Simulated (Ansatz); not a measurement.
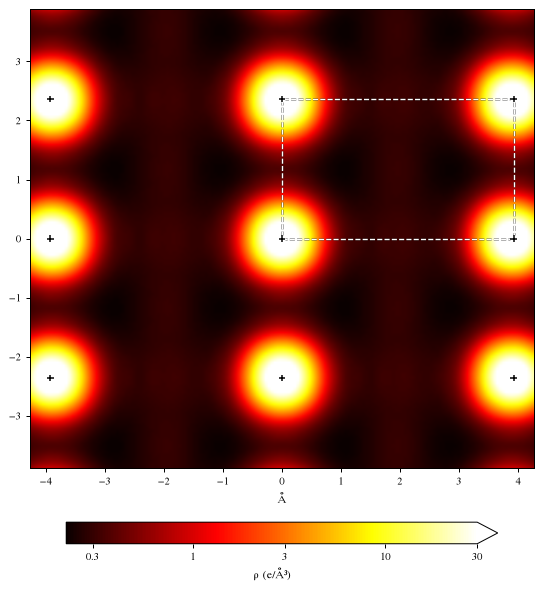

The valence pseudo-density on a plane through atoms (crosses mark nuclei in the plane).

Method: DFT, RPBE, plane waves (420 eV) with PAW, scalar-relativistic in Ansatz.

Candidates:
A. Ca, a = 8.90 Å, b = 8.90 Å, c = 8.90 Å, α = 90.00°, β = 90.00°, γ = 90.00°. Space group Fd-3m; set up as Ca, diamond; a generated structure, not necessarily the stable one; changed on purpose from its base cell (volume × 1.04).
B. Ni, a = 3.92 Å, b = 3.92 Å, c = 2.36 Å, α = 90.00°, β = 90.00°, γ = 120.00°. Space group P6/mmm; set up as Ni, omega (AlB2-type); a generated structure, not necessarily the stable one; changed on purpose from its base cell (volume × 0.92); computed pressure about 18 GPa in this cell; computed without spin polarisation.

**Which system is this?**

Candidate B: Ni on the (100) plane of the conventional cell, which holds Ni. Ni–Ni (2.36 Å): the density is about 0.36 e/Å³ at the midpoint.
